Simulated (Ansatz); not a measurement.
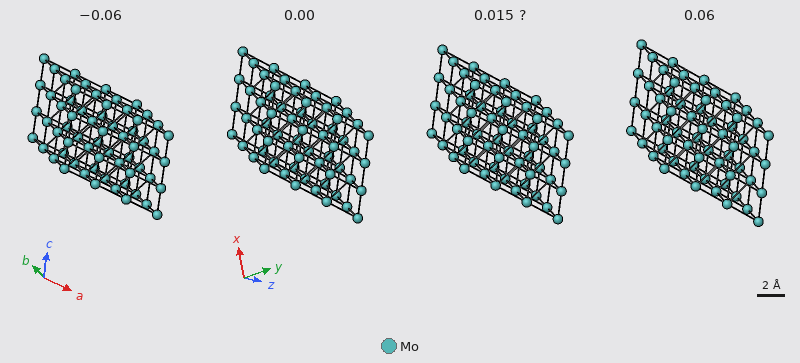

Crystalline Mo (Im-3m): the cell is strained along x alone, with the atoms kept at their fractional coordinates. x, y and z are the Cartesian axes of the input. The picture is a ball-and-stick view of the cell of the calculation, repeated 3 × 3 × 3 with one cell outlined, seen slightly off an axis.

Level of theory: DFT PBEsol, scalar-relativistic, plane waves, PAW (Ansatz). (plane-wave cutoff 420 eV; k-point mesh 22 × 22 × 22; occupations gaussian; smearing width 0.15 eV; no spin polarisation). Energies (free energies at the smearing named) are counted from the cell as listed in its source, which wasn't relaxed.

```tsv
strain	E − E(ref) (meV/atom)
−0.060	74.5
−0.045	36.8
−0.030	12.5
0.000	0.0
0.015	?
0.030	28.6
0.045	56.0
0.060	90.8
```

### Estimate the missing energy from the other rows, and compare with the calculation.

A straight line between the two neighbours gives 14.3 meV/atom. A cubic through the four nearest rows (−0.030, 0.000, 0.030, 0.045) gives, with Lagrange weights, (−0.0500)(12.5) + (0.5000)(0.0) + (0.7500)(28.6) + (−0.2000)(56.0) = 9.6 meV/atom. The calculation gives 9.7 meV/atom, so the cubic is 0.1 meV/atom too low and the straight line 4.6 meV/atom too high, as the curve bends upwards here.

The whole profile:

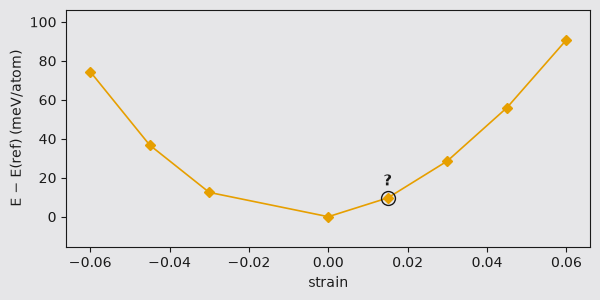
